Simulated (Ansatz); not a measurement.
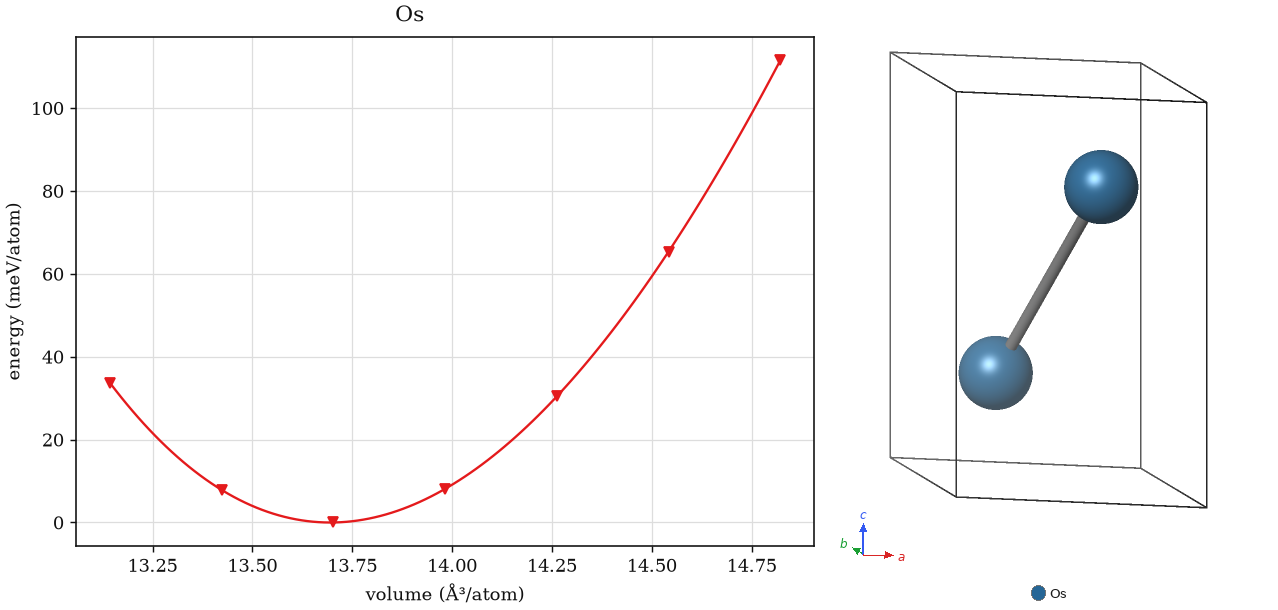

Plotted: energy against volume for Os, space group P6_3/mmc (No. 194). The conventional cell is drawn beside the plot.

Starting cell:
```cif
data_structure
_symmetry_space_group_name_H-M 'P 1'
_symmetry_Int_Tables_number 1
_cell_length_a 2.7341
_cell_length_b 2.7341
_cell_length_c 4.3197
_cell_angle_alpha 90.000
_cell_angle_beta 90.000
_cell_angle_gamma 120.000
_cell_volume 27.96
loop_
_atom_site_label
_atom_site_type_symbol
_atom_site_fract_x
_atom_site_fract_y
_atom_site_fract_z
_atom_site_occupancy
Os1 Os 0.66667 0.33333 0.75000 1
Os2 Os 0.33333 0.66667 0.25000 1
```

Computed with Ansatz 0.2.0: plane-wave DFT, no spin polarisation; energies at scaled volumes of the given cell, shape and fractions fixed, counted from the fit's minimum, third-order Birch-Murnaghan fit. Level: SVWN5.

- k mesh: 11×11×6
- occupations: Fermi–Dirac
- smearing width: 0.05 eV
- potentials: Ansatz PAW
- wave cutoff: 420 eV
- density cutoff: 1680 eV

This calculation gives: equilibrium volume 13.70 Å³/atom and bulk modulus 449 GPa.

Now the level changes from SVWN5 to RPBE. How do these quantities change?

The equilibrium volume rises from 13.70 to 14.43 Å³/atom (+5.3 %) and the bulk modulus falls from 449 to 383 GPa (−15 %).

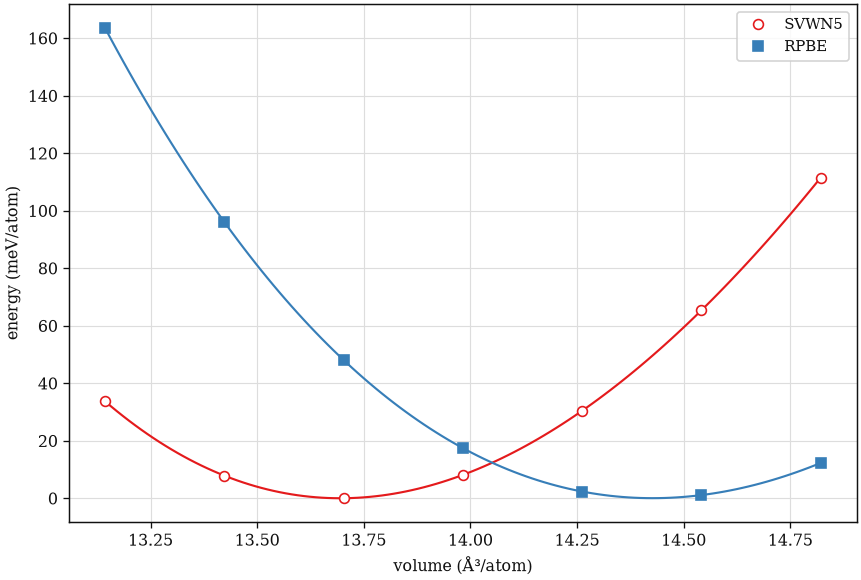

The two results together.

For SVWN5, limits of the calculation: shape and atomic fractions are frozen while scaling, which makes layered, chain and framework solids too stiff.

For RPBE, limits of the calculation: the functional was run on potentials made for another functional; shape and atomic fractions are frozen while scaling, which makes layered, chain and framework solids too stiff.

V0 and the bulk modulus come from third-order Birch–Murnaghan fits.
